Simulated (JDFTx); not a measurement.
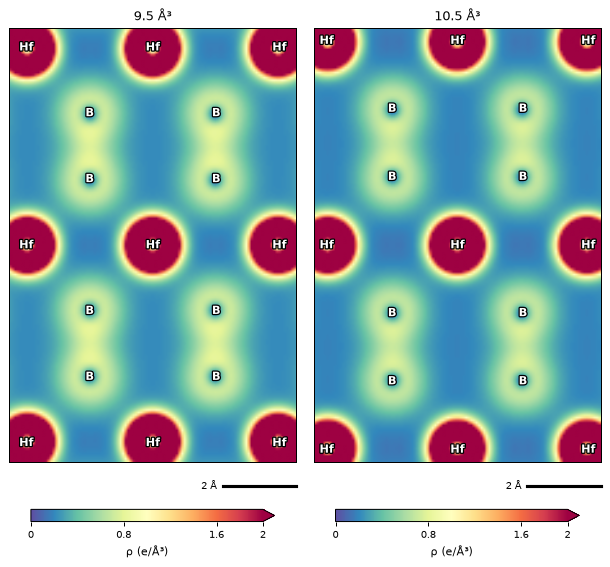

HfB2. The valence charge density (pseudo) of cells scaled evenly to different volumes (given per atom above each panel), on the (110) plane of each (indices in the axes of the cell below), at one length scale and on one colour scale.

Theory: Kohn-Sham DFT of a periodic cell, PBE, PseudoDojo-SR-PBE-0.5-standard in JDFTx.

In a pseudopotential calculation such maps are meaningful between the atoms, not at the nuclei.

The largest cell:

```
Hf B
1.0
     3.20158    0.00000    0.00000
    -1.60079    2.77265    0.00000
     0.00000    0.00000    3.54825
Hf B
1 2
Direct
  0.00000 0.00000 0.00000
  0.66667 0.33333 0.50000
  0.33333 0.66667 0.50000
```

| volume (Å³/atom) | B–B contact in the plane (Å) | ρ at its midpoint (e/Å³) | pressure (GPa) | 
| --- | --- | --- | --- |
| 9.51 | 1.788 | 0.775 | 13.1 | 
| 10.10 | 1.825 | ? | ? | 
| 10.50 | 1.848 | 0.703 | −11.7 | 

Q: What values belong in the row with question marks?

A: Over the known rows ln ρ falls by 1.63 per Å of B–B distance (the line through the two), which gives 0.730 e/Å³ at 1.825 Å; the calculation gives 0.729 e/Å³. For the pressure, a straight line in volume between the neighbouring rows gives −1.7 GPa; the calculation gives −3.2, lower because pressure rises ever faster on compression.
